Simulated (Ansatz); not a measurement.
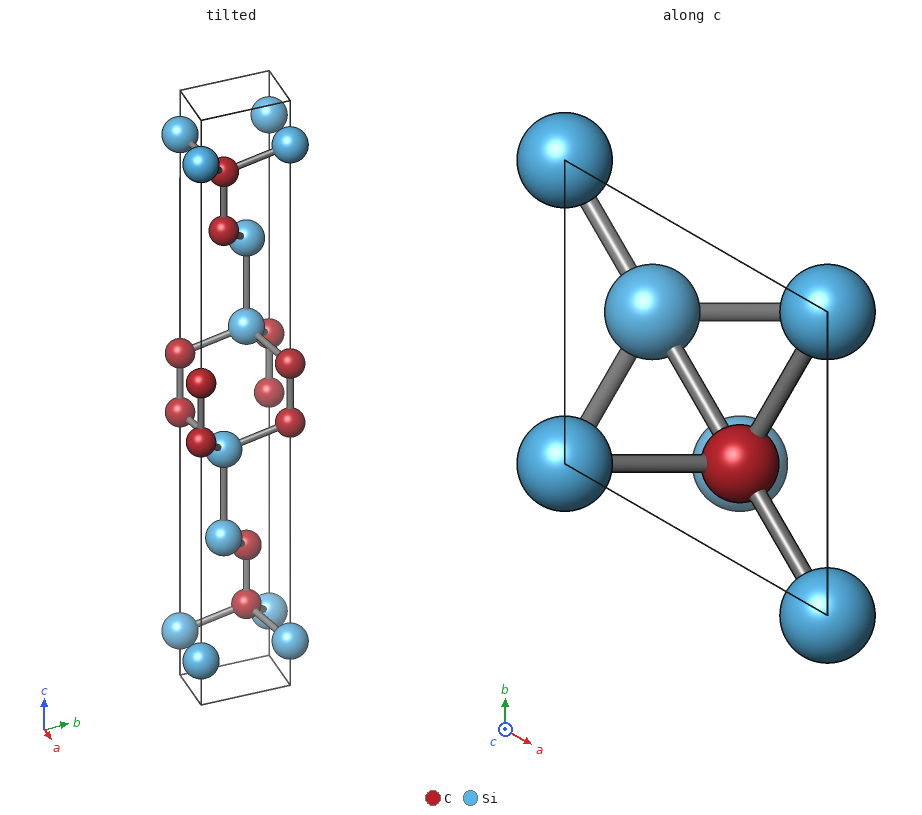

Ball-and-stick representation of a periodic structure, projected slightly off an axis and along the c axis. The edges of the conventional unit cell are marked.

SiC, space group R-3m (No. 166), a = 3.195 Å, b = 3.195 Å, c = 16.543 Å, α = 90.00°, β = 90.00°, γ = 120.00°. The model was built from a structure type filled with these elements by a generator (whether the compound takes this form wasn't checked). The cell was then strained or its atoms displaced on purpose. An electronic-structure calculation with Ansatz was run on it.

This one geometry was computed with Ansatz (DFT, plane waves, PAW) at three levels of theory: r2SCAN, PBE and HSE06. It was relaxed with r2SCAN and then strained.

### Which level gives the highest pressure at this volume, and what does that say about its equilibrium volume?

Highest: PBE (-14.8 GPa), which points to the largest equilibrium volume. Lowest, with the smallest volume: HSE06 (-19.3 GPa). Levels within 0.5 GPa of each other can't be told apart.

### How does the band gap change with the level of theory?

PBE: a gap of 0.76 eV, indirect; r2SCAN: a gap of 0.94 eV, indirect; HSE06: a gap of 1.51 eV, indirect.

### Collect the results in a table.

| level | cutoff (eV) | k-mesh of the run's cell | gap (eV) | pressure (GPa) |
| --- | --- | --- | --- | --- |
| r2SCAN | 500 | 10×10×10 | 0.94 | -17.5 |
| PBE | 420 | 10×10×10 | 0.76 | -14.8 |
| HSE06 | 420 | 6×6×6 | 1.51 | -19.3 |

Gaps are taken on the k-mesh or band path of each run.
